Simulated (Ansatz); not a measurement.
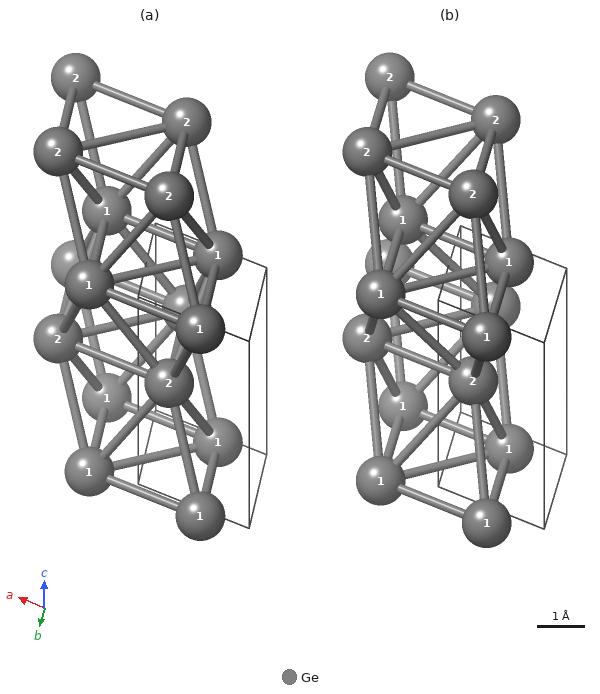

Left: a symmetric starting cell of Ge. Right: the same structure after one change, at the same scale. Style: ball-and-stick. Shown: the cell of the calculation, reduced to other axes, repeated 2 × 2 × 2 with one cell outlined, from a free direction. Lengths and directions refer to the drawn axes.

The calculation used DFT PBE, scalar-relativistic, plane waves, PAW in Ansatz 0.2.0. Set-up: plane-wave cutoff 420 eV; k-point mesh 14 × 14 × 8; occupations gaussian; smearing width 0.1 eV; no spin polarisation.

> Which change leads from the left to the right?

The cell is strained by +3.3 % along [1 2 0], −0.4 % along c, −4.5 % along a (volume −1.7 %) and atoms are displaced by 0.26 Å relative to the cell: Ge1 0.26 Å along [1 2 0]. No relaxation follows. The starting cell wasn't computed here and needn't be at equilibrium, so pressure and forces aren't due to the change alone.

> And its effect?

The pressure is 5.9 GPa (not all of it need come from the change, since the unchanged cell can be under pressure at this level too). The principal stresses (compression positive) are 10.0 GPa along c, 4.4 GPa along [1 2 0], 3.2 GPa along a. The largest forces, 0.03 eV/Å, act on Ge1 and Ge2. Some distances before and after: Ge–Ge 2.926 → 2.676 to 3.092 Å, Ge–Ge 2.976 → 2.841 Å, Ge–Ge 2.991 → 3.033 Å. The space group stays Cmcm (No. 63).
